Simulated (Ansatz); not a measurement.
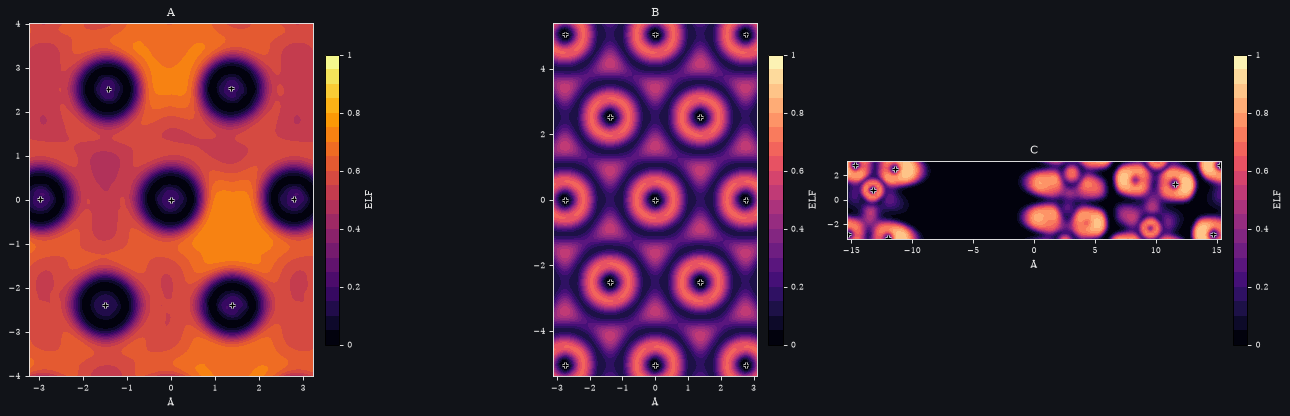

The electron localisation function of 3 systems, each on a plane through atoms (crosses mark nuclei in the plane).

All numbers below come from DFT r2SCAN, scalar-relativistic, plane waves, PAW in Ansatz 0.2.0.

System 1: Al (amorphous cell), the (11̄0) plane of the calculation cell. Computed without spin polarisation.

```
CELL_PARAMETERS angstrom
6.11824 -0.59965 -0.72811
-0.52906 5.49715 0.01077
-0.69267 -0.05016 5.72750
ATOMIC_POSITIONS crystal
Al 0.88720 0.77463 0.93597
Al 0.88933 0.77622 0.41916
Al 0.56464 0.94086 0.59734
Al 0.89209 0.26547 0.93438
Al 0.23727 0.61664 0.26057
Al 0.56459 0.44026 0.09801
Al 0.24005 0.10522 0.77705
Al 0.90353 0.27189 0.42964
Al 0.22555 0.61011 0.76636
Al 0.24135 0.10754 0.26097
Al 0.56431 0.44107 0.59812
```

System 2: WSe2, the (111) plane of the conventional cell. Space group P-6m2; a structure from a database of computed crystals, not necessarily the ambient phase.

System 3: Ti, the (101̄) plane of the conventional cell. Space group I4/mmm; changed on purpose from its base cell (strain -0.040 along x and y, +0.040 along z, atoms carried along); computed pressure about 10 GPa in this cell; computed without spin polarisation.

> Which map belongs to which system?

Panel A is system 1, Al: the plane holds Al. Al–Al (2.78 Å): the ELF peaks at about 0.75 between the atoms. Panel B is system 3, Ti: the plane holds Ti. Ti–Ti (2.76 Å): the ELF is about 0.15 at the midpoint; no localised pair shows between them. Panel C is system 2, WSe2: the plane holds W and Se. W–Se (2.53 Å): the ELF is about 0.55 at the midpoint.
